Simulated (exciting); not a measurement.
The Si L₂,₃ edge of atom 1 in SiO2 (Quartz), space group P3_121, with 4 O at 1.61 Å (tetrahedral, site symmetry 2), was computed at 2 levels: exchange and screened direct term (singlet BSE) and independent particles. Common settings: exciting, all-electron LAPW+lo, PBEsol, 3×3×2 shifted k points, 38 conduction bands, |G+q| up to 3 bohr⁻¹ (2.5 in the exchange term), full RPA screening with nempty = 70, Lorentzian half width 0.45 eV.

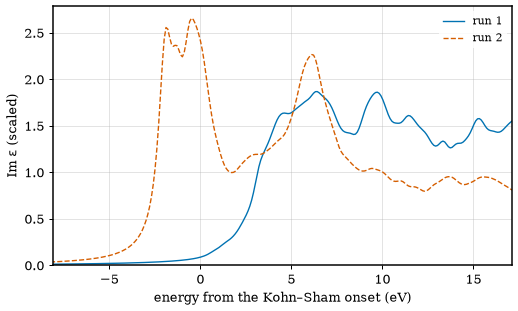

Energy from the Kohn–Sham onset, core level to the lowest empty state found on the meshes used; all runs on one relative scale.

Q: Which run is which, and why?

Run 1: independent particles; highest local maximum in the window at 6.4 eV. Run 2: exchange and screened direct term (singlet BSE); highest local maximum in the window at -0.5 eV. The attractive direct term pulls weight down: the curves pass 0.40 at 2.2 and -3.1 eV in the order of the runs. Fine structure above the first lines is partly noise of the 18-point mesh.

[Hosts, paths, dates, database ids (printed as entryN), source tags and the programs' standing remarks are cut or masked in the printed files.]
